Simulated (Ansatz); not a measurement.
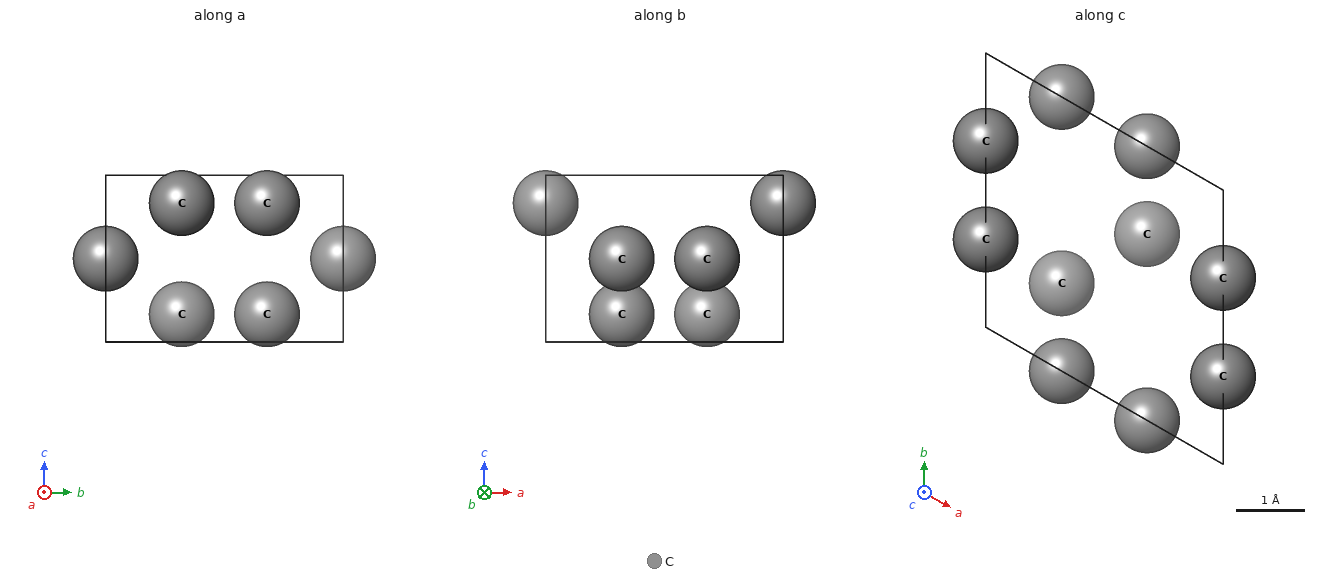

This spheres-only model is shown along the a axis, along the b axis and along the c axis. The conventional unit cell is outlined; an atom on or near a face, edge or corner is repeated at each equivalent position.

Lattice parameters: a = 4.083 Å, b = 4.083 Å, c = 2.483 Å, α = 90.00°, β = 90.00°, γ = 120.00°.

Question: Record the structure as a table of Wyckoff sites, with free fractional coordinates to two decimals.

Answer: Space group P6_422 (No. 181).
```csv
atom,site,x,y,z
C,6h,0.32,0.00,0.50
```

The model was built from a structure type filled with this element by a generator (whether the element takes this form wasn't checked). The final geometry of a relaxation with DFT PBE, scalar-relativistic, plane waves, PAW (Ansatz) is shown.
